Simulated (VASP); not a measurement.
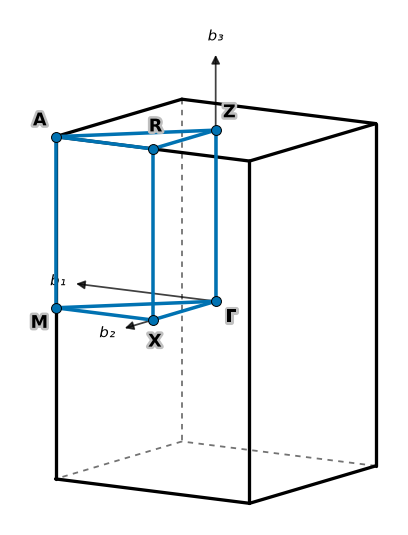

The figure shows the first Brillouin zone with its special points and a band path. Crystal: HfO2, coordinates from a relaxation with VASP Kohn-Sham DFT of a periodic cell, PBE, VASP PAW PBE potentials, hard (VASP 6.6.1). The drawing is computed from the coordinates (standard cell, symmetry found to 0.002 Å).

Labels and path follow the convention of Hinuma et al. (2017), as computed by seekpath; the arrows show the directions of the reciprocal primitive vectors b₁, b₂, b₃.

Name the Bravais lattice of the crystal.

Answer. A primitive tetragonal lattice (tP; extended symbol tP1). The zone is a parallelepiped in its combinatorial type: 6 faces (6 with 4 edges), 12 edges, 8 vertices.

Write the standard path through the labelled points.

Answer. Γ–X–M–Γ–Z–R–A–Z | X–R | M–A
